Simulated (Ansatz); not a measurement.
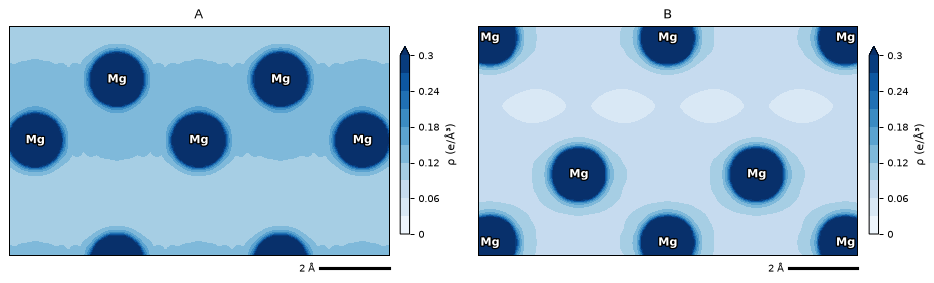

Mg. The valence charge density (pseudo) of two cells that differ in size and shape, on the (110) plane of each (indices in the axes of the calculation cell), at one length scale and on one colour scale: B has 27.1 Å³ an atom and A 19.7.

Space group P6₃/mmc.

The calculation used DFT PBEsol, scalar-relativistic, plane waves, PAW in Ansatz.

The larger cell:

```yaml
crystal:
  lattice:
    - [3.46601, 0.00000, 0.00000]
    - [-1.73301, 3.00166, 0.00000]
    - [0.00000, 0.00000, 5.21033]
  atoms:
    - { symbol: Mg, position: [0.33333, 0.66667, 0.25000] }
    - { symbol: Mg, position: [0.66667, 0.33333, 0.75000] }
```

The smaller cell: a = 3.081 Å, b = 3.081 Å, c = 4.794 Å, α = 90.00°, β = 90.00°, γ = 120.00°.

What does the compression do to the bonding and the properties?

Answer. From the larger cell to the smaller, Mg–Mg goes from 3.29 to 2.98 Å, and the density at its midpoint from 0.09 to 0.12 e/Å³; the pressure goes from −4.6 to 7 GPa.
